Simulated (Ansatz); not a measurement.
# Mo: energy against the total moment, part 2 of 3

Does Mo want a moment, and how stiff is it? The total moment is held at a row of values. Methods of the runs shown: PAW.

Ansatz 0.2.0; DFT PBE; a database cell (COD).

## 6. Total moment held at 0.2 μB, PAW

File input.yaml:

```yaml
crystal:
  lattice:
    - [-1.573415, 1.573415, 1.573415]
    - [1.573415, -1.573415, 1.573415]
    - [1.573415, 1.573415, -1.573415]
  atoms:
    - { symbol: Mo, position: [0.0, 0.0, 0.0], spin: 0.2 }
magnetization:
  spin_polarized: true
  initial_magnetization: 0.2
  spin_locking: { lock_magnetization: hard }
kpoints:
  mp_grid: { grid: [17, 17, 17] }
scf:
  occupations: { method: fermi_dirac, width: 0.05 }
  lower_state_search: "off"
hamiltonian:
  xc: pbe
  pseudopotentials: { kind: paw }
output:
  forces: true
  stress: true
  eigenvalues: true
```

Run with:

```bash
> ansatz run input.yaml --threads 1 --pin off --max-ram 3072MiB --backend cpu --events-out ev --progress --plain --runs-dir out
```

The program printed, shortened:

```text
Warning: output.stress: scf.convergence.dr2_threshold = 1e-7 eV (the SCF's general default) is looser than the 1e-10 eV advised for a printed stress (1e-10 eV for each atom of the cell: 1). What an SCF threshold leaves in a stress goes as its square root, and in the free energy as the [...]
Pseudopotentials: kind: paw
Pseudopotential: Mo, paw, valence charge 14, recommended cutoff 420 eV (normal)
Functional definition: PBE
[...]
Crystal: 1 atoms, lattice volume = 15.581 Å³
[...]
E sigma→0 (E₀):  -4955.991012 eV
Entropy (-TS):   -0.006923 eV (-6.923 meV/atom)
Fermi energy:    21.176141 (↑ 21.431519, ↓ 20.920762) eV
[...]
--- Forces (eV/Å), atoms counted from 1 ---
  atom   1  Mo    -0.00000000     0.00000000     0.00000000
[...]
--- Stress (GPa, compression-positive) ---
        3.745077      -0.000000       0.000000
       -0.000000       3.745077       0.000000
       -0.000000      -0.000000       3.745077
  P = ⅓ Tr σ = 3.7451 GPa (37.451 kbar)
--- Band table (eV; the first three rows and the last of 330) ---
  k-point 0 ↑: bands = ["-40.1402", "-13.3967", "-13.3967", "-13.3967", "13.8891", "19.7510", "19.7510", "19.7510", "22.8010", "22.8010", "35.8230", "35.8230"]
[...]
```

Wall time 2.7 s (1 thread of Intel Xeon Platinum 8488C (Sapphire Rapids), shared host); peak memory 0.36 GiB.

Read from it: total moment 0.20 μB; site moments Mo 0.15 μB; pressure 3.75 GPa; no gap.

## 7. Total moment held at 0.35 μB, PAW

Edit input.yaml of step 6 so:

```diff
@@ -6,6 +6,6 @@
   atoms:
-    - { symbol: Mo, position: [0.0, 0.0, 0.0], spin: 0.2 }
+    - { symbol: Mo, position: [0.0, 0.0, 0.0], spin: 0.35 }
 magnetization:
   spin_polarized: true
-  initial_magnetization: 0.2
+  initial_magnetization: 0.35
   spin_locking: { lock_magnetization: hard }
```

Run with:

```bash
> ansatz run input.yaml --threads 1 --pin off --max-ram 3072MiB --backend cpu --events-out ev --progress --plain --runs-dir out
```

The program printed, shortened:

```text
Warning: output.stress: scf.convergence.dr2_threshold = 1e-7 eV (the SCF's general default) is looser than the 1e-10 eV advised for a printed stress (1e-10 eV for each atom of the cell: 1). What an SCF threshold leaves in a stress goes as its square root, and in the free energy as the [...]
[... 3 set-up lines as earlier in the session ...]
[...]
Crystal: 1 atoms, lattice volume = 15.581 Å³
[...]
E sigma→0 (E₀):  -4955.938800 eV
Entropy (-TS):   -0.006667 eV (-6.667 meV/atom)
Fermi energy:    21.062496 (↑ 21.517077, ↓ 20.607915) eV
[...]
--- Forces (eV/Å), atoms counted from 1 ---
  atom   1  Mo    -0.00000000     0.00000000     0.00000000
[...]
--- Stress (GPa, compression-positive) ---
        4.037357       0.000000      -0.000000
       -0.000000       4.037357       0.000000
       -0.000000      -0.000000       4.037357
  P = ⅓ Tr σ = 4.0374 GPa (40.374 kbar)
--- Band table (eV; the first three rows and the last of 330) ---
  k-point 0 ↑: bands = ["-40.1549", "-13.4159", "-13.4159", "-13.4159", "13.8493", "19.7104", "19.7104", "19.7104", "22.7758", "22.7758", "35.7807", "35.7807"]
[...]
```

It took 2.9 s on 1 thread of Intel Xeon Platinum 8488C (Sapphire Rapids), shared host; peak memory 0.36 GiB.

Read from it: total moment 0.35 μB; site moments Mo 0.26 μB; pressure 4.04 GPa; no gap.

## 8. Total moment held at 0.5 μB, PAW

Edit input.yaml of step 7 so:

```diff
@@ -6,6 +6,6 @@
   atoms:
-    - { symbol: Mo, position: [0.0, 0.0, 0.0], spin: 0.35 }
+    - { symbol: Mo, position: [0.0, 0.0, 0.0], spin: 0.5 }
 magnetization:
   spin_polarized: true
-  initial_magnetization: 0.35
+  initial_magnetization: 0.5
   spin_locking: { lock_magnetization: hard }
```

Run with:

```bash
> ansatz run input.yaml --threads 1 --pin off --max-ram 3072MiB --backend cpu --events-out ev --progress --plain --runs-dir out
```

The program printed, shortened:

```text
Warning: output.stress: scf.convergence.dr2_threshold = 1e-7 eV (the SCF's general default) is looser than the 1e-10 eV advised for a printed stress (1e-10 eV for each atom of the cell: 1). What an SCF threshold leaves in a stress goes as its square root, and in the free energy as the [...]
[... 3 set-up lines as earlier in the session ...]
[...]
Crystal: 1 atoms, lattice volume = 15.581 Å³
[...]
E sigma→0 (E₀):  -4955.859966 eV
Entropy (-TS):   -0.006576 eV (-6.576 meV/atom)
Fermi energy:    21.049006 (↑ 21.645585, ↓ 20.452427) eV
[...]
--- Forces (eV/Å), atoms counted from 1 ---
  atom   1  Mo    -0.00000000     0.00000000    -0.00000000
[...]
--- Stress (GPa, compression-positive) ---
        4.847416      -0.000000       0.000000
        0.000000       4.847416      -0.000000
        0.000000      -0.000000       4.847416
  P = ⅓ Tr σ = 4.8474 GPa (48.474 kbar)
--- Band table (eV; the first three rows and the last of 330) ---
  k-point 0 ↑: bands = ["-40.1688", "-13.4347", "-13.4347", "-13.4347", "13.8104", "19.6682", "19.6682", "19.6682", "22.7533", "22.7533", "35.7390", "35.7390"]
[...]
```

Wall time 2.8 s (1 thread of Intel Xeon Platinum 8488C (Sapphire Rapids), shared host); peak memory 0.36 GiB.

Read from it: total moment 0.50 μB; site moments Mo 0.37 μB; pressure 4.85 GPa; no gap.

## 9. Total moment held at 0.75 μB, PAW

Edit input.yaml of step 8 so:

```diff
@@ -6,6 +6,6 @@
   atoms:
-    - { symbol: Mo, position: [0.0, 0.0, 0.0], spin: 0.5 }
+    - { symbol: Mo, position: [0.0, 0.0, 0.0], spin: 0.75 }
 magnetization:
   spin_polarized: true
-  initial_magnetization: 0.5
+  initial_magnetization: 0.75
   spin_locking: { lock_magnetization: hard }
```

Run with:

```bash
> ansatz run input.yaml --threads 1 --pin off --max-ram 3072MiB --backend cpu --events-out ev --progress --plain --runs-dir out
```

The program printed, shortened:

```text
Warning: output.stress: scf.convergence.dr2_threshold = 1e-7 eV (the SCF's general default) is looser than the 1e-10 eV advised for a printed stress (1e-10 eV for each atom of the cell: 1). What an SCF threshold leaves in a stress goes as its square root, and in the free energy as the [...]
[... 3 set-up lines as earlier in the session ...]
[...]
Crystal: 1 atoms, lattice volume = 15.581 Å³
[...]
E sigma→0 (E₀):  -4955.681050 eV
Entropy (-TS):   -0.007991 eV (-7.991 meV/atom)
Fermi energy:    21.018341 (↑ 21.837609, ↓ 20.199074) eV
[...]
--- Forces (eV/Å), atoms counted from 1 ---
  atom   1  Mo     0.00000000     0.00000000     0.00000000
[...]
--- Stress (GPa, compression-positive) ---
        6.494339      -0.000000      -0.000000
       -0.000000       6.494339      -0.000000
       -0.000000      -0.000000       6.494339
  P = ⅓ Tr σ = 6.4943 GPa (64.943 kbar)
--- Band table (eV; the first three rows and the last of 330) ---
  k-point 0 ↑: bands = ["-40.1721", "-13.4461", "-13.4461", "-13.4461", "13.7343", "19.6203", "19.6203", "19.6203", "22.7145", "22.7145", "35.6582", "35.6582"]
[...]
```

It took 2.8 s on 1 thread of Intel Xeon Platinum 8488C (Sapphire Rapids), shared host; peak memory 0.36 GiB.

Read from it: total moment 0.75 μB; site moments Mo 0.55 μB; pressure 6.49 GPa; no gap.

## 10. Total moment held at 1 μB, PAW

Edit input.yaml of step 9 so:

```diff
@@ -6,6 +6,6 @@
   atoms:
-    - { symbol: Mo, position: [0.0, 0.0, 0.0], spin: 0.75 }
+    - { symbol: Mo, position: [0.0, 0.0, 0.0], spin: 1.0 }
 magnetization:
   spin_polarized: true
-  initial_magnetization: 0.75
+  initial_magnetization: 1.0
   spin_locking: { lock_magnetization: hard }
@@ -23 +23,5 @@
   eigenvalues: true
+  write_density: true
+  write_potential: true
+  elf: true
+  volumetric_format: npy
```

Run with:

```bash
> ansatz run input.yaml --threads 1 --pin off --max-ram 3072MiB --backend cpu --events-out ev --progress --plain --runs-dir out
```

The program printed:

```text
Warning: output.stress: scf.convergence.dr2_threshold = 1e-7 eV (the SCF's general default) is looser than the 1e-10 eV advised for a printed stress (1e-10 eV for each atom of the cell: 1). What an SCF threshold leaves in a stress goes as its square root, and in the free energy as the threshold itself, and one threshold admits the most on a small cell: of the crystals measured, under no hybrid functional and no lock of the moments, on runs that ended without the residual-converged pass, on stresses that held no estimate of that error, the worst erred by over 100 MPa in a component at 1e-7 eV an atom and by under 5 at 1e-10. Set scf.convergence.dr2_threshold to 1e-10 eV or tighter. The threshold is an SCF's pass mark: one that does not reach it within its budget of iterations ends unconverged, or closes short of it on a stop that the run arms, and scf.convergence.dr2_threshold's page says what that costs each kind of run
[... 8 set-up lines as earlier in the session ...]
Crystal: 1 atoms, lattice volume = 15.581 Å³
Basis set: ecut = 420 eV, 321 PW (Γ), exchange–correlation on 40×40×40 points (8 copies of the dense FFT grid, shifted against one another)
Bands: 12, of which v1, the nominal top of the filled ones, is band 7 counted from 1 (6 counted from 0)
[... 2 set-up lines as earlier in the session ...]
Magnetic group: BNS 229.140 (UNI 1642), of the structure as read, at distance tolerance 2.5e-5 Å
k-points: 165 of 4913
[... 4 set-up lines as earlier in the session ...]
Starting moments: Σ|m| = 1 μB on 1 of 1 site
[... 2 set-up lines as earlier in the session ...]
SCF iter   1: F=—  HF=-4955.939136 eV  |F-HF|=—  |Δ(HF+E_count)|=         —  Δρ=6.84e-2 (↑6.84e-2 ↓3.52e-2)  dr2=1.45e0  dr2_m=9.15e-2  M=1.000 μB ∫|m|=1.000 μB  β_m=0.30  ethr=3.10e-3  ⟨swp⟩=5.1  Hψ=22028  notcnv=0
preconditioner: auto → none  [metal: Δε(μ)=0.026 eV  Ē_g=10.502 eV  σ=0.050 eV  W_gap=0.13  n_scr=0 (ndim 8)  ℏωp=23.0 eV  f_vac=0.000  D(μ)=1.09/eV (n_scr^D=12)]
SCF iter   2: F=—  HF=-4955.536010 eV  |F-HF|=—  |Δ(HF+E_count)|=   4.03e-1  Δρ=3.63e-2 (↑3.63e-2 ↓2.27e-2)  dr2=3.16e-1  dr2_m=4.27e-2  M=1.000 μB ∫|m|=1.000 μB  β_m=0.43  ethr=3.10e-3  ⟨swp⟩=2.9  Hψ=9766  notcnv=0  defer=190
SCF iter   3: F=—  HF=-4955.455847 eV  |F-HF|=—  |Δ(HF+E_count)|=   8.02e-2  Δρ=1.13e-2 (↑7.30e-3 ↓1.13e-2)  dr2=9.48e-3  dr2_m=6.03e-3  M=1.000 μB ∫|m|=1.000 μB  β_m=0.67  ethr=2.26e-3  ⟨swp⟩=2.4  Hψ=6679  notcnv=0  defer=189
SCF iter   4: F=—  HF=-4955.457648 eV  |F-HF|=—  |Δ(HF+E_count)|=   1.80e-3  Δρ=1.14e-3 (↑1.14e-3 ↓2.16e-4)  dr2=1.57e-4  dr2_m=5.98e-5  M=1.000 μB ∫|m|=1.000 μB  β_m=0.77  ethr=6.77e-5  ⟨swp⟩=1.8  Hψ=6134  notcnv=0  defer=185
SCF iter   5: F=—  HF=-4955.457627 eV  |F-HF|=—  |Δ(HF+E_count)|=   2.06e-5  Δρ=1.85e-4 (↑1.06e-4 ↓1.85e-4)  dr2=1.75e-6  dr2_m=2.33e-6  M=1.000 μB ∫|m|=1.000 μB  β_m=0.88  ethr=1.12e-6  ⟨swp⟩=2.3  Hψ=5861  notcnv=0  defer=185
SCF iter   6: F=—  HF=-4955.457630 eV  |F-HF|=—  |Δ(HF+E_count)|=   2.99e-6  Δρ=2.22e-5 (↑2.22e-5 ↓1.12e-5)  dr2=3.26e-8  dr2_m=2.63e-8  M=1.000 μB ∫|m|=1.000 μB  β_m=0.94  ethr=7.14e-10  ⟨swp⟩=10.8  Hψ=27118  notcnv=0
SCF iter   7: F=-4955.457630 eV  HF=-4955.457630 eV  |F-HF|=6.38e-10  |Δ(HF+E_count)|=   3.43e-8  Δρ=3.93e-6 (↑1.54e-6 ↓3.93e-6)  dr2=1.00e-9  dr2_m=5.68e-10  M=1.000 μB ∫|m|=1.000 μB  ethr=2.33e-10  ⟨swp⟩=4.3  Hψ=17986  notcnv=0
SCF 1 converged in 7 iterations: F = -4955.457630 eV  dr2 = 1.00e-9
SCF converged after 7 iterations
Stability checked in part: among states of this total moment the steps that led to this state did not find it unstable. No probe was made; neither looks for a lower state of another moment (fixed_total_moment; see scf.lower_state_search)
Magnetization: 1.0000 μB (7.5000 up, 6.5000 down)
Absolute magnetization: 1.0000 μB (∫|ρ↑−ρ↓|, with the PAW one-centre terms)
Spin contamination: 0.0001 ħ² per cell (⟨S²⟩ above its minimum at these occupations)
Per-site moments (μB) at R_I (Å): [(0.7392765021254871, 1.1241593225737814)]
Free energy (F): -4955.457630 eV
Harris-Foulkes:  -4955.457630 eV  (|F-HF|=6.38e-10)
Internal energy: -4955.447321 eV  (E = F + TS)
E sigma→0 (E₀):  -4955.452476 eV
Entropy (-TS):   -0.010309 eV (-10.309 meV/atom)
Fermi energy:    21.050419 (↑ 22.038831, ↓ 20.062007) eV
--- Per-component energies (eV) ---
  E_band       = -51.706564
  E_kinetic    = 442.515708
  E_local      = -784.392947  (includes V_loc(G=0)·N_el)
  E_nonlocal   = 143.615950
  E_hartree    = 260.209694
  E_xc         = -183.797311
  E_vxc        = -229.434188  (∫ρ·V_xc dr)
  E_paw        = -3201.619670  (= ΣΔE_a)
  E_vpaw       = -144.430380  (= ΣTr[D̂ρ^β])
  E_aug_tail   = 0.000041  (compensation charges beyond the density's cutoff)
  E_ewald      = -1631.978787
  E_smearing   = -0.010309  (= −TS)
  E_closure    = 0.000000  (closes the sum)
  Σ components = -4955.457630   (vs F -4955.457630, Δ=0.00e0)
--- Forces (eV/Å), atoms counted from 1 ---
  atom   1  Mo     0.00000000     0.00000000     0.00000000
  max |Σ_I F_I| component: 1.10e-32 eV/Å
--- Stress (GPa, compression-positive) ---
        9.148777       0.000000       0.000000
        0.000000       9.148777      -0.000000
        0.000000       0.000000       9.148777
  P = ⅓ Tr σ = 9.1488 GPa (91.488 kbar)
--- Band table (eV; the first three rows and the last of 330) ---
  k-point 0 ↑: bands = ["-40.1797", "-13.4636", "-13.4636", "-13.4636", "13.6712", "19.5682", "19.5682", "19.5682", "22.6676", "22.6676", "35.5926", "35.5926"]
  k-point 1 ↑: bands = ["-40.1708", "-13.5156", "-13.4796", "-13.4640", "13.8257", "19.4806", "19.5542", "19.7136", "22.5361", "22.6696", "35.7090", "35.8490"]
  k-point 2 ↑: bands = ["-40.1450", "-13.6630", "-13.5252", "-13.4651", "14.2635", "19.2394", "19.4913", "20.1431", "22.2573", "22.6824", "35.9805", "36.5941"]
  k-point 164 ↓: bands = ["-39.2152", "-13.8911", "-13.8817", "-13.8817", "16.1028", "16.1298", "25.3866", "25.3866", "25.5556", "30.3903", "30.9278", "30.9278"]
```

Run time: 3.8 s. Hardware: 1 thread of Intel Xeon Platinum 8488C (Sapphire Rapids), shared host; peak memory 0.36 GiB.

Result: total moment 1.00 μB; site moments Mo 0.74 μB; pressure 9.15 GPa; no gap.

The fields are shown in the conventional cell of this run's space group, carried over from its grid by interpolation.

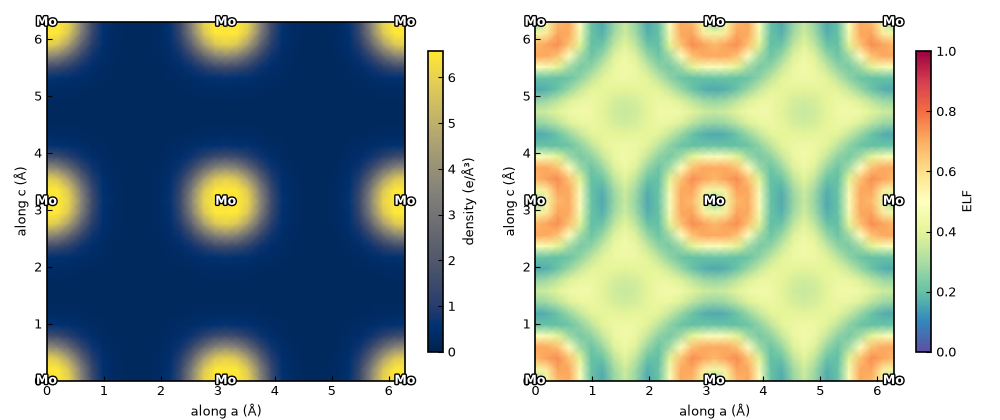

Density (left) and ELF (right) in a lattice plane of the grid's cell (edges 3.15 and 3.15 Å, at 0.000 of the third edge), which holds Mo. Only atoms in the plane are labelled. Both are smooth fields of the valence electrons: close to the nuclei they are not physical.

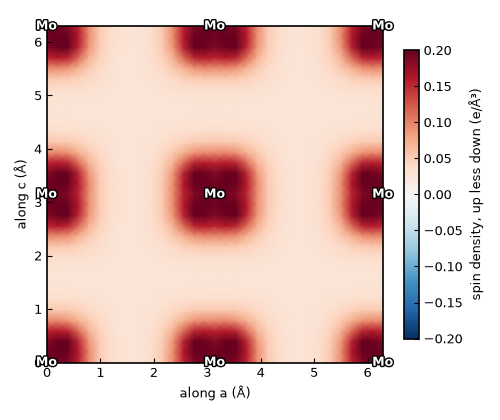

Spin density in a lattice plane of the grid's cell (edges 3.15 and 3.15 Å, at 0.000 of the third edge), which holds Mo.

## 11. Total moment held at 1.4 μB, PAW

Edit input.yaml of step 10 so:

```diff
@@ -6,6 +6,6 @@
   atoms:
-    - { symbol: Mo, position: [0.0, 0.0, 0.0], spin: 1.0 }
+    - { symbol: Mo, position: [0.0, 0.0, 0.0], spin: 1.4 }
 magnetization:
   spin_polarized: true
-  initial_magnetization: 1.0
+  initial_magnetization: 1.4
   spin_locking: { lock_magnetization: hard }
@@ -23,5 +23 @@
   eigenvalues: true
-  write_density: true
-  write_potential: true
-  elf: true
-  volumetric_format: npy
```

Run with:

```bash
> ansatz run input.yaml --threads 1 --pin off --max-ram 3072MiB --backend cpu --events-out ev --progress --plain --runs-dir out
```

The program printed:

```text
Warning: output.stress: scf.convergence.dr2_threshold = 1e-7 eV (the SCF's general default) is looser than the 1e-10 eV advised for a printed stress (1e-10 eV for each atom of the cell: 1). What an SCF threshold leaves in a stress goes as its square root, and in the free energy as the threshold itself, and one threshold admits the most on a small cell: of the crystals measured, under no hybrid functional and no lock of the moments, on runs that ended without the residual-converged pass, on stresses that held no estimate of that error, the worst erred by over 100 MPa in a component at 1e-7 eV an atom and by under 5 at 1e-10. Set scf.convergence.dr2_threshold to 1e-10 eV or tighter. The threshold is an SCF's pass mark: one that does not reach it within its budget of iterations ends unconverged, or closes short of it on a stop that the run arms, and scf.convergence.dr2_threshold's page says what that costs each kind of run
[... 8 set-up lines as earlier in the session ...]
Crystal: 1 atoms, lattice volume = 15.581 Å³
Basis set: ecut = 420 eV, 321 PW (Γ), exchange–correlation on 40×40×40 points (8 copies of the dense FFT grid, shifted against one another)
Bands: 12, of which v1, the nominal top of the filled ones, is band 7 counted from 1 (6 counted from 0)
[... 2 set-up lines as earlier in the session ...]
Magnetic group: BNS 229.140 (UNI 1642), of the structure as read, at distance tolerance 2.5e-5 Å
k-points: 165 of 4913
[... 4 set-up lines as earlier in the session ...]
Starting moments: Σ|m| = 1.4 μB on 1 of 1 site
[... 2 set-up lines as earlier in the session ...]
SCF iter   1: F=—  HF=-4955.418600 eV  |F-HF|=—  |Δ(HF+E_count)|=         —  Δρ=7.31e-2 (↑7.31e-2 ↓3.28e-2)  dr2=1.27e0  dr2_m=1.73e-1  M=1.400 μB ∫|m|=1.400 μB  β_m=0.30  ethr=3.10e-3  ⟨swp⟩=5.1  Hψ=22010  notcnv=0
preconditioner: auto → none  [metal: Δε(μ)=0.005 eV  Ē_g=9.949 eV  σ=0.050 eV  W_gap=0.03  n_scr=0 (ndim 8)  ℏωp=23.0 eV  f_vac=0.000  D(μ)=1.58/eV (n_scr^D=18)]
SCF iter   2: F=—  HF=-4955.081965 eV  |F-HF|=—  |Δ(HF+E_count)|=   3.37e-1  Δρ=3.98e-2 (↑3.98e-2 ↓2.49e-2)  dr2=2.79e-1  dr2_m=8.14e-2  M=1.400 μB ∫|m|=1.400 μB  β_m=0.45  ethr=3.10e-3  ⟨swp⟩=2.9  Hψ=9477  notcnv=0  defer=187
SCF iter   3: F=—  HF=-4955.025405 eV  |F-HF|=—  |Δ(HF+E_count)|=   5.66e-2  Δρ=1.26e-2 (↑7.77e-3 ↓1.26e-2)  dr2=7.28e-3  dr2_m=1.03e-2  M=1.400 μB ∫|m|=1.400 μB  β_m=0.67  ethr=1.99e-3  ⟨swp⟩=2.1  Hψ=6521  notcnv=0  defer=187
SCF iter   4: F=—  HF=-4955.029282 eV  |F-HF|=—  |Δ(HF+E_count)|=   3.88e-3  Δρ=1.17e-3 (↑1.17e-3 ↓2.89e-4)  dr2=1.25e-4  dr2_m=7.16e-5  M=1.400 μB ∫|m|=1.400 μB  β_m=0.78  ethr=5.20e-5  ⟨swp⟩=1.8  Hψ=6209  notcnv=0  defer=187
SCF iter   5: F=—  HF=-4955.029274 eV  |F-HF|=—  |Δ(HF+E_count)|=   7.76e-6  Δρ=1.80e-4 (↑8.96e-5 ↓1.80e-4)  dr2=2.12e-6  dr2_m=1.96e-6  M=1.400 μB ∫|m|=1.400 μB  β_m=0.89  ethr=8.95e-7  ⟨swp⟩=2.4  Hψ=6155  notcnv=0  defer=187
SCF iter   6: F=—  HF=-4955.029276 eV  |F-HF|=—  |Δ(HF+E_count)|=   2.11e-6  Δρ=2.17e-5 (↑2.17e-5 ↓1.01e-5)  dr2=2.48e-8  dr2_m=3.13e-8  M=1.400 μB ∫|m|=1.400 μB  β_m=0.94  ethr=7.14e-10  ⟨swp⟩=7.4  Hψ=20032  notcnv=0
SCF iter   7: F=-4955.029276 eV  HF=-4955.029276 eV  |F-HF|=1.08e-10  |Δ(HF+E_count)|=   4.70e-8  Δρ=3.48e-6 (↑1.37e-6 ↓3.48e-6)  dr2=1.11e-9  dr2_m=4.03e-10  M=1.400 μB ∫|m|=1.400 μB  ethr=1.77e-10  ⟨swp⟩=2.0  Hψ=12263  notcnv=0
SCF 1 converged in 7 iterations: F = -4955.029276 eV  dr2 = 1.11e-9
SCF converged after 7 iterations
Stability checked in part: among states of this total moment the steps that led to this state did not find it unstable. No probe was made; neither looks for a lower state of another moment (fixed_total_moment; see scf.lower_state_search)
Magnetization: 1.4000 μB (7.7000 up, 6.3000 down)
Absolute magnetization: 1.4000 μB (∫|ρ↑−ρ↓|, with the PAW one-centre terms)
Spin contamination: 0.0001 ħ² per cell (⟨S²⟩ above its minimum at these occupations)
Per-site moments (μB) at R_I (Å): [(1.0475247657126212, 1.1241593225737814)]
Free energy (F): -4955.029276 eV
Harris-Foulkes:  -4955.029276 eV  (|F-HF|=1.08e-10)
Internal energy: -4955.015864 eV  (E = F + TS)
E sigma→0 (E₀):  -4955.022570 eV
Entropy (-TS):   -0.013413 eV (-13.413 meV/atom)
Fermi energy:    21.153051 (↑ 22.292692, ↓ 20.013409) eV
--- Per-component energies (eV) ---
  E_band       = -50.310960
  E_kinetic    = 443.483685
  E_local      = -786.299751  (includes V_loc(G=0)·N_el)
  E_nonlocal   = 144.283233
  E_hartree    = 261.304896
  E_xc         = -183.908784
  E_vxc        = -229.588226  (∫ρ·V_xc dr)
  E_paw        = -3201.900396  (= ΣΔE_a)
  E_vpaw       = -144.799094  (= ΣTr[D̂ρ^β])
  E_aug_tail   = 0.000041  (compensation charges beyond the density's cutoff)
  E_ewald      = -1631.978787
  E_smearing   = -0.013413  (= −TS)
  E_closure    = 0.000000  (closes the sum)
  Σ components = -4955.029276   (vs F -4955.029276, Δ=0.00e0)
--- Forces (eV/Å), atoms counted from 1 ---
  atom   1  Mo    -0.00000000     0.00000000     0.00000000
  max |Σ_I F_I| component: 1.64e-32 eV/Å
--- Stress (GPa, compression-positive) ---
       15.182566       0.000000       0.000000
       -0.000000      15.182566      -0.000000
        0.000000       0.000000      15.182566
  P = ⅓ Tr σ = 15.1826 GPa (151.826 kbar)
--- Band table (eV; the first three rows and the last of 330) ---
  k-point 0 ↑: bands = ["-40.1722", "-13.4737", "-13.4737", "-13.4737", "13.5777", "19.4944", "19.4944", "19.4944", "22.6063", "22.6063", "35.4927", "35.4927"]
  k-point 1 ↑: bands = ["-40.1632", "-13.5261", "-13.4898", "-13.4741", "13.7324", "19.4065", "19.4803", "19.6403", "22.4740", "22.6083", "35.6099", "35.7498"]
  k-point 2 ↑: bands = ["-40.1372", "-13.6746", "-13.5358", "-13.4752", "14.1710", "19.1643", "19.4170", "20.0712", "22.1936", "22.6211", "35.8834", "36.4966"]
  k-point 164 ↓: bands = ["-38.9915", "-13.6712", "-13.6617", "-13.6617", "16.2564", "16.2834", "25.5933", "25.5933", "25.7656", "30.5320", "31.0724", "31.0724"]
```

Run time: 2.6 s. Hardware: 1 thread of Intel Xeon Platinum 8488C (Sapphire Rapids), shared host; peak memory 0.36 GiB.

Read from it: total moment 1.40 μB; site moments Mo 1.05 μB; pressure 15.18 GPa; no gap.

(Part 2 of 3 ends here.)
